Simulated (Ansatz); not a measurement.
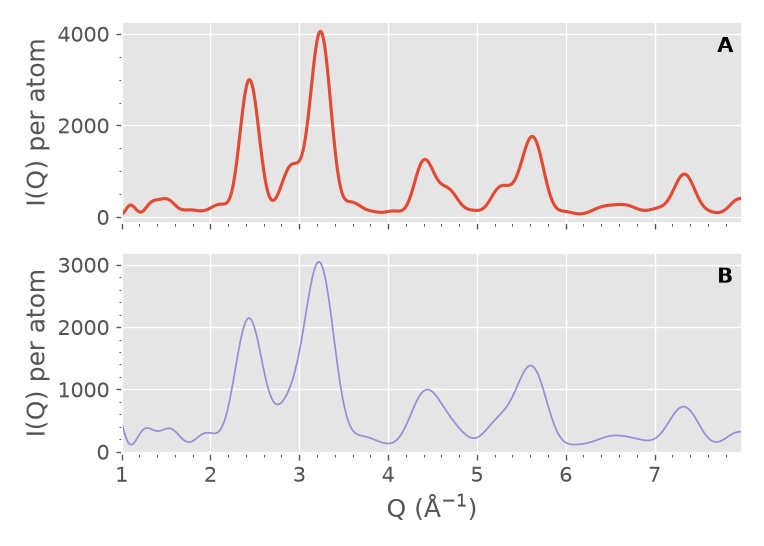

X-ray scattering of spheres cut from the crystal structure of Rh (I4/mmm, a = 2.691 Å, b = 2.691 Å, c = 8.542 Å, α = 90.00°, β = 90.00°, γ = 90.00°), calculated atom by atom with the Debye equation (B = 0.5 Å², no relaxation of the surface). Structure used: the geometry relaxed with DFT PBE, scalar-relativistic, plane waves, PAW in Ansatz; the starting structure was generated, so it need not be a known form of this composition.

> The spheres are 20 and 28 Å across. Which curve is which?

curve A: 28 Å (754 atoms); curve B: 20 Å (257 atoms). Peak widths go roughly as 2π/D, so the largest sphere has the sharpest peaks.

> Index the main peaks of the largest sphere.

Q ≈ 1.49 Å⁻¹: 002; Q ≈ 2.44 Å⁻¹: 101; Q ≈ 3.24 Å⁻¹: 103 + 110; Q ≈ 4.42 Å⁻¹: 114.
